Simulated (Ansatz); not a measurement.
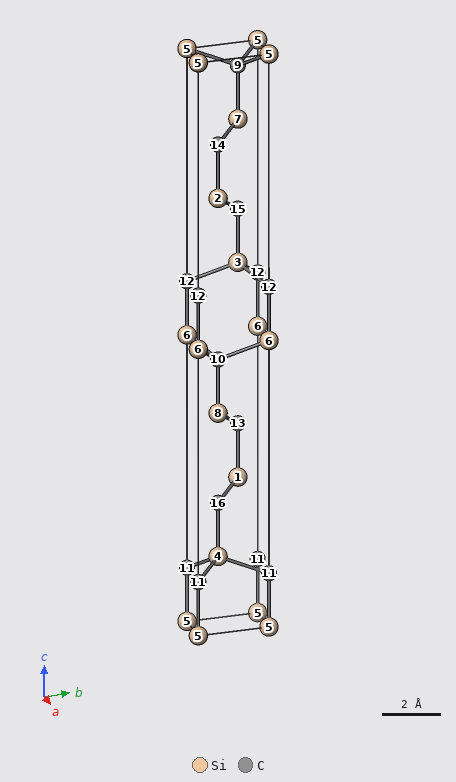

The structure (ball-and-stick view of the cell of the calculation, seen at an oblique angle; atoms are numbered from 1 in the order of the input). An atom can appear more than once, as a periodic image.

## SiC: band-structure calculation

SiC (16 atoms in the cell), computed with DFT PBE, scalar-relativistic, plane waves, PAW, no spin polarisation (Ansatz 0.2.0).

The structure derives from an entry of the Crystallography Open Database. Figures and captions count atoms from 1; the log counts them from 0 in places.

### What the program printed
```
scf.n_extra_bands = 40 over 32 filled bands (N_el = 64.0): the run solves 72 bands
Engine: ansatz 0.2.0, x86_64-unknown-linux-gnu
Pseudopotentials: kind: paw
Pseudopotential: Si, paw, valence charge 4, recommended cutoff 420 eV (normal), Si.paw.azcp
Pseudopotential: C, paw, valence charge 4, recommended cutoff 420 eV (normal), C.paw.azcp
Functional definition: PBE
  parameter kappa = 0.804
  parameter beta = 0.06672455060314922
  exchange = pbe_x(kappa = kappa, mu = beta*pi^2/3)
  correlation = pbe_c(beta = beta)
Crystal: 16 atoms, lattice volume = 167.951 Å³
Basis set: ecut = 420 eV, 3283 PW (Γ), exchange–correlation on 48×48×288 points (8 copies of the dense FFT grid, shifted against one another)
Bands: 72, of which v1, the nominal top of the filled ones, is band 32 counted from 1 (31 counted from 0)
Symmetry: 12 space group operations
Space group: P63mc (ITA 186), of the structure as read, at distance tolerance 5.5e-5 Å
k-points: 38 of 288
Non-local potential: Si, projectors of the file, l = 0: 2, l = 1: 2, l = 2: 2
Non-local potential: C, projectors of the file, l = 0: 2, l = 1: 2, l = 2: 1
PAW form: soft (Blöchl's): semilocal exchange-correlation on the pseudo side does not see the compensation charge
PAW one-centre angular grid: Si, 110 points (default); XC on 64 Gauss nodes
PAW one-centre angular grid: C, 110 points (default); XC on 64 Gauss nodes
Initial density: superposition of atomic densities (neutral atoms: chi_scale 0, normalization atom), corrected by the library's trained network
Initial wavefunctions: pseudopotential atomic-orbital guess
Functional: x = pbe(κ = 0.804, μ = 0.2195149727645171), c = pbe(β = 0.06672455060314922)
SCF iter   1: F=—  HF=-7097.290640 eV  |F-HF|=—  |Δ(HF+E_count)|=         —  Δρ=2.68e-3  dr2=1.34e-2  ethr=1.77e-3  ⟨swp⟩=5.2  Hψ=12152  notcnv=0  defer=715
preconditioner: auto → none  [insulator: Δε(μ)=1.746 eV  Ē_g=14.941 eV  σ=0.020 eV  W_gap=1.00  n_scr=14 (ndim 8)  ℏωp=22.9 eV  f_vac=0.000  D(μ)=0.00/eV (n_scr^D=0)  ε∞_Penn≈3.4]
SCF iter   2: F=—  HF=-7097.290244 eV  |F-HF|=—  |Δ(HF+E_count)|=   3.97e-4  Δρ=9.40e-4  dr2=1.49e-3  ethr=2.09e-5  ⟨swp⟩=2.1  Hψ=4047  notcnv=0  defer=1276
SCF iter   3: F=—  HF=-7097.290408 eV  |F-HF|=—  |Δ(HF+E_count)|=   1.65e-4  Δρ=1.72e-4  dr2=5.01e-5  ethr=2.32e-6  ⟨swp⟩=2.0  Hψ=2431  notcnv=0  defer=1276
SCF iter   4: F=—  HF=-7097.290555 eV  |F-HF|=—  |Δ(HF+E_count)|=   1.47e-4  Δρ=3.37e-5  dr2=4.85e-6  ethr=7.84e-8  ⟨swp⟩=2.1  Hψ=2571  notcnv=0  defer=1276
SCF iter   5: F=—  HF=-7097.290555 eV  |F-HF|=—  |Δ(HF+E_count)|=   7.95e-7  Δρ=1.29e-5  dr2=5.14e-7  ethr=7.58e-9  ⟨swp⟩=2.0  Hψ=2348  notcnv=0  defer=1276
SCF iter   6: F=-7097.290555 eV  HF=-7097.290555 eV  |F-HF|=1.97e-8  |Δ(HF+E_count)|=   1.00e-7  Δρ=3.57e-6  dr2=3.28e-8  ethr=1.56e-10  ⟨swp⟩=12.6  Hψ=17125  notcnv=0
SCF 1 converged in 6 iterations: F = -7097.290555 eV  dr2 = 3.28e-8
  greatest PAW one-centre occupation: 0.644 electrons in one spin orbital (limit 2), on the C atom at site 13 (counted from 0), in its partial waves of l = 0
NSCF: frozen V_eff on 93 k-points
NSCF: frozen V_eff on 74 k-points
SCF converged after 6 iterations
Free energy (F): -7097.290555 eV
Harris-Foulkes:  -7097.290555 eV  (|F-HF|=1.97e-8)
Internal energy: -7097.290555 eV  (E = F + TS)
E sigma→0 (E₀):  -7097.290555 eV
Fermi energy:    10.221537 eV
--- Per-component energies (eV) ---
  E_band       = 220.293591
  E_kinetic    = 1079.516694
  E_local      = -843.888381  (includes V_loc(G=0)·N_el)
  E_nonlocal   = 413.301114
  E_hartree    = 258.407931
  E_xc         = -842.001856
  E_vxc        = -872.329050  (∫ρ·V_xc dr)
  E_paw        = -4896.158018  (= ΣΔE_a)
  E_vpaw       = -73.121144  (= ΣTr[D̂ρ^β])
  E_aug_tail   = 0.000093  (compensation charges beyond the density's cutoff)
  E_ewald      = -2266.468132
  E_smearing   = -0.000000  (= −TS)
  E_closure    = -0.000000  (closes the sum)
  Σ components = -7097.290555   (vs F -7097.290555, Δ=0.00e0)
--- Forces (eV/Å), atoms counted from 1 ---
  atom   1  Si    -0.00000000     0.00000000     0.00082076
  atom   2  Si    -0.00000000    -0.00000000     0.00082076
  atom   3  Si     0.00000000    -0.00000000     0.00125906
  atom   4  Si     0.00000000     0.00000000     0.00125906
  atom   5  Si     0.00000000     0.00000000     0.00108234
  atom   6  Si     0.00000000    -0.00000000     0.00108234
  atom   7  Si     0.00000000     0.00000000     0.00087606
  atom   8  Si    -0.00000000    -0.00000000     0.00087606
  atom   9  C      0.00000000    -0.00000000    -0.00116158
  atom  10  C      0.00000000     0.00000000    -0.00116158
  atom  11  C      0.00000000    -0.00000000    -0.00086761
  atom  12  C      0.00000000     0.00000000    -0.00086761
  atom  13  C     -0.00000000     0.00000000    -0.00125211
  atom  14  C      0.00000000    -0.00000000    -0.00125211
  atom  15  C      0.00000000     0.00000000    -0.00075061
  atom  16  C     -0.00000000    -0.00000000    -0.00075061
  max |Σ_I F_I| component: 1.26e-5 eV/Å
--- Stress (GPa, compression-positive) ---
        0.048991       0.000000       0.000000
       -0.000000       0.048991      -0.000000
        0.000000      -0.000000       0.045037
  P = ⅓ Tr σ = 0.0477 GPa (0.477 kbar)
--- Band table (eV; the first three rows and the last of 38) ---
  k-point 0: bands = ["-5.9980", "-5.7147", "-5.6783", "-4.8250", "-4.8070", "-3.4954", "-3.4660", "-2.4847", "0.8390", "2.3017", "2.3389", "5.0210", "5.0411", "7.8076", "7.8350", "8.2107", "8.2107", "8.3026", "8.3026", "8.3909", "8.3909", "8.6711", "8.6711", "8.7370", "8.7370", "9.0976", "9.0976", "9.1568", "9.1568", "9.3056", "9.3327", "9.3327", "14.4142", "14.4788", "14.8029", "15.0652", "15.2575", "15.5008", "15.6299", "15.9454", "16.2452", "16.2452", "16.2690", "16.2690", "16.5762", "16.7293", "16.7293", "16.7732", "16.7732", "16.8080", "16.8080", "16.8395", "16.8627", "16.8627", "16.9921", "17.3707", "17.3707", "17.5082", "17.5082", "18.3274", "18.5662", "19.1085", "19.6435", "19.6929", "21.6278", "21.6278", "22.2408", "22.2408", "22.5198", "22.5198", "23.1238", "23.1238"]
  k-point 1: bands = ["-5.9226", "-5.9226", "-5.3245", "-5.3245", "-4.1878", "-4.1878", "-2.8086", "-2.8086", "1.2853", "1.2853", "3.6164", "3.6164", "6.4714", "6.4714", "8.2415", "8.2415", "8.2415", "8.2415", "8.5077", "8.5077", "8.5077", "8.5077", "8.8788", "8.8788", "8.9222", "8.9222", "8.9222", "8.9222", "9.2785", "9.2785", "9.2785", "9.2785", "14.4418", "14.4418", "14.9097", "14.9097", "15.4611", "15.4611", "15.7317", "15.7317", "16.2619", "16.2619", "16.2619", "16.2619", "16.5686", "16.5686", "16.6988", "16.6988", "16.6988", "16.6988", "16.8881", "16.8881", "16.8881", "16.8881", "17.4332", "17.4332", "17.4332", "17.4332", "17.6914", "17.6914", "18.9557", "18.9557", "19.6635", "19.6635", "21.8786", "21.8786", "21.8786", "21.8786", "22.7333", "22.7333", "22.7333", "22.7333"]
  k-point 2: bands = ["-5.8787", "-5.5964", "-5.5597", "-4.7097", "-4.6915", "-3.3865", "-3.3569", "-2.3845", "0.9474", "2.3906", "2.4281", "5.0569", "5.0780", "7.5257", "7.6302", "7.6840", "7.7121", "7.7797", "7.9734", "8.0995", "8.1679", "8.1802", "8.2387", "8.5300", "8.5804", "8.7008", "8.7404", "8.9072", "9.0248", "9.0736", "9.2320", "9.2861", "14.7301", "14.8192", "15.0287", "15.3070", "15.4061", "15.7198", "15.7289", "15.9526", "16.0338", "16.1333", "16.3256", "16.4179", "16.4405", "16.4531", "16.5828", "16.6697", "16.8567", "16.8754", "16.9640", "17.0827", "17.1035", "17.1627", "17.3270", "17.3634", "17.5507", "17.6905", "17.9477", "18.3390", "18.5876", "19.4301", "19.6515", "20.0084", "20.7168", "20.9917", "21.4839", "21.8855", "21.8971", "22.2233", "22.6270", "23.1776"]
  k-point 37: bands = ["-1.5308", "-1.5308", "-1.4169", "-1.4169", "-1.3977", "-1.3977", "-1.3499", "-1.3499", "1.8758", "1.8758", "2.1123", "2.1123", "2.1427", "2.1427", "2.5617", "2.5617", "3.4348", "3.4348", "4.0449", "4.0449", "4.2841", "4.2841", "4.7447", "4.7447", "6.1648", "6.1648", "6.5574", "6.5574", "6.7458", "6.7458", "7.3369", "7.3369", "12.9120", "12.9120", "13.2501", "13.2501", "14.0692", "14.0692", "15.5044", "15.5044", "15.7377", "15.7377", "17.8524", "17.8524", "18.1549", "18.1549", "18.3103", "18.3103", "19.3607", "19.3607", "19.5193", "19.5193", "19.6480", "19.6480", "19.8747", "19.8747", "20.4411", "20.4411", "20.4416", "20.4416", "20.6117", "20.6117", "21.2685", "21.2685", "21.7143", "21.7143", "22.0067", "22.0067", "22.1084", "22.1084", "22.4937", "22.4937"]
--- Löwdin populations: 16 sites ---
  site symbol       q [e]
     0     Si      2.9539
     1     Si      2.9539
     2     Si      2.9542
     3     Si      2.9542
     4     Si      2.9552
     5     Si      2.9552
     6     Si      2.9410
     7     Si      2.9410
     8      C      4.9682
     9      C      4.9682
    10      C      4.9685
    11      C      4.9685
    12      C      4.9812
    13      C      4.9812
    14      C      4.9708
    15      C      4.9708
  spilling = 0.009593 (of n_electrons = 64.000000)
```

### File populations.tsv
```
# site	symbol	l	j	q
# orbitals = lowdin
# n_electrons = 64.000000
# spilling = 0.009593
0	Si	0_3S	-	0.917809
0	Si	1_3P	-	2.036134
1	Si	0_3S	-	0.917809
1	Si	1_3P	-	2.036134
2	Si	0_3S	-	0.915397
2	Si	1_3P	-	2.038799
3	Si	0_3S	-	0.915397
3	Si	1_3P	-	2.038799
4	Si	0_3S	-	0.915634
4	Si	1_3P	-	2.039518
5	Si	0_3S	-	0.915634
5	Si	1_3P	-	2.039518
6	Si	0_3S	-	0.913359
6	Si	1_3P	-	2.027627
7	Si	0_3S	-	0.913359
7	Si	1_3P	-	2.027627
8	C	0_2S	-	1.162863
8	C	1_2P	-	3.805332
9	C	0_2S	-	1.162863
9	C	1_2P	-	3.805332
10	C	0_2S	-	1.162868
10	C	1_2P	-	3.805663
11	C	0_2S	-	1.162868
11	C	1_2P	-	3.805663
12	C	0_2S	-	1.166766
12	C	1_2P	-	3.814442
13	C	0_2S	-	1.166766
13	C	1_2P	-	3.814442
14	C	0_2S	-	1.164027
14	C	1_2P	-	3.806772
15	C	0_2S	-	1.164027
15	C	1_2P	-	3.806772
```

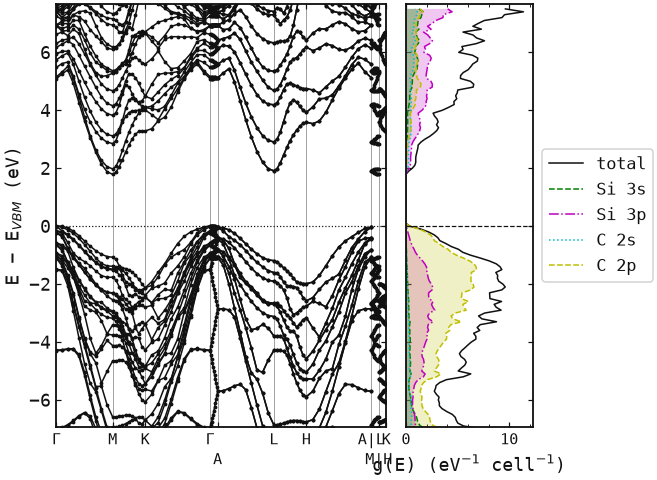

Band structure along Γ–M–K–Γ–A–L–H–A|L–M|H–K and density of states (projected on Löwdin-orthogonalised atomic shells), with energies from the valence-band top. There is a gap of 1.78 eV on this path, indirect, from Γ to M.

This output came from the following input.

### Input file
```yaml
crystal:
  lattice:
    - [3.0952505189, 0.0, 0.0]
    - [-1.5476252595, 2.6805655805, 0.0]
    - [0.0, 0.0, 20.2423696133]
  atoms:
    - { symbol: Si, position: [0.3333333333, 0.6666666667, 0.2501045303] }
    - { symbol: Si, position: [0.6666666667, 0.3333333333, 0.7501045303] }
    - { symbol: Si, position: [0.3333333333, 0.6666666667, 0.6249934104] }
    - { symbol: Si, position: [0.6666666667, 0.3333333333, 0.1249934104] }
    - { symbol: Si, position: [0.0, 0.0, 9.08602e-05] }
    - { symbol: Si, position: [0.0, 0.0, 0.5000908602] }
    - { symbol: Si, position: [0.3333333333, 0.6666666667, 0.8751806139] }
    - { symbol: Si, position: [0.6666666667, 0.3333333333, 0.3751806139] }
    - { symbol: C, position: [0.3333333333, 0.6666666667, 0.9689188762] }
    - { symbol: C, position: [0.6666666667, 0.3333333333, 0.4689188762] }
    - { symbol: C, position: [0.0, 0.0, 0.0938595855] }
    - { symbol: C, position: [0.0, 0.0, 0.5938595855] }
    - { symbol: C, position: [0.3333333333, 0.6666666667, 0.3441181454] }
    - { symbol: C, position: [0.6666666667, 0.3333333333, 0.8441181454] }
    - { symbol: C, position: [0.3333333333, 0.6666666667, 0.718733978] }
    - { symbol: C, position: [0.6666666667, 0.3333333333, 0.218733978] }
basis:
  ecutwfc: 420
kpoints:
  mp_grid: { grid: [12, 12, 2] }
  band_path:
    path:
      - [[0.0, 0.0, 0.0], [0.5, 0.0, 0.0], [0.33333333, 0.33333333, 0.0], [0.0, 0.0, 0.0], [0.0, 0.0, 0.5], [0.5, 0.0, 0.5], [0.33333333, 0.33333333, 0.5], [0.0, 0.0, 0.5]]
      - [[0.5, 0.0, 0.5], [0.5, 0.0, 0.0]]
      - [[0.33333333, 0.33333333, 0.5], [0.33333333, 0.33333333, 0.0]]
    npoints: 10
hamiltonian:
  xc: pbe
scf:
  occupations: { method: gaussian, width: 0.02 }
  n_extra_bands: 40
output:
  forces: true
  stress: true
  eigenvalues: true
  populations: true
  dos: { projected: true, de: 0.02, nscf_kmesh: { grid: [18, 18, 3] } }
  bader: false
```

Launch command:
```bash
ansatz run input.yaml --threads 4 --pin off --max-ram 10240MiB --backend cpu --events-out ev --progress --plain --runs-dir out
```

### Key numbers

```json
{"quantity": "outcome", "value": "converged"}
{"quantity": "space group (tolerance 0.01 Å)", "value": "P6₃mc (186)"}
{"quantity": "electrons treated", "value": "64"}
{"quantity": "free energy", "value": "−7097.2906 eV"}
{"quantity": "Fermi energy", "value": "10.222 eV"}
{"quantity": "gap on the k-point mesh", "value": "1.78 eV"}
{"quantity": "gap on the band path", "value": "1.78 eV"}
{"quantity": "pressure", "value": "0.05 GPa"}
{"quantity": "largest force (length of the vector)", "value": "0.001 eV/Å"}
{"quantity": "hardware", "value": "4 threads of AMD EPYC (Zen 3), 189 GiB of memory available, shared host"}
{"quantity": "wall time", "value": "1.9 min (CPU time 6.9 min)"}
{"quantity": "peak memory", "value": "1.1 GiB"}
```
